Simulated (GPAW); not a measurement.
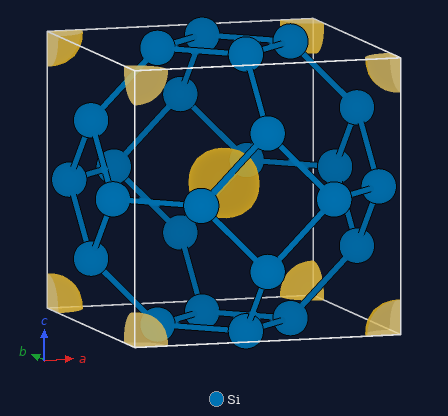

Crystal voids of Si (Im-3m): the yellow surface encloses the regions where the procrystal electron density, the sum of the densities of spherically averaged neutral Hartree-Fock atoms, is below 0.002 e/bohr³ (1×1×1 cells, view slightly off an axis). No self-consistent density enters. Pale faces close the region where the drawn box cuts it.

The cell is taken from a cell listed in the Materials Project, as set up for an electronic-structure calculation.

```
Si
1.0
     6.67217    0.00000    0.00000
     0.00000    6.67217    0.00000
     0.00000    0.00000    6.67217
Si
12
Cartesian
  1.6680 0.0000 3.3361
  3.3361 0.0000 1.6680
  3.3361 1.6680 0.0000
  1.6680 3.3361 0.0000
  0.0000 1.6680 3.3361
  0.0000 3.3361 1.6680
  5.0041 3.3361 0.0000
  0.0000 3.3361 5.0041
  0.0000 5.0041 3.3361
  5.0041 0.0000 3.3361
  3.3361 5.0041 0.0000
  3.3361 0.0000 5.0041
```

> What share of the cell is void by this measure?

The voids take about 1.9 % of the cell (5.8 Å³ of 297.0 Å³) and are bounded by about 19 Å² of surface per cell.

> What shape does the empty space take in three dimensions?

They are isolated pockets that do not connect across cells.

> How low does the density fall, and where?

To about 0.0012 e/bohr³ near 0.00, 0.00, 0.00 (fractional), 3.7 Å from the nearest nucleus.

> At what density do the voids first join through the crystal?

At about 0.0078 e/bohr³, as a three-dimensional network.
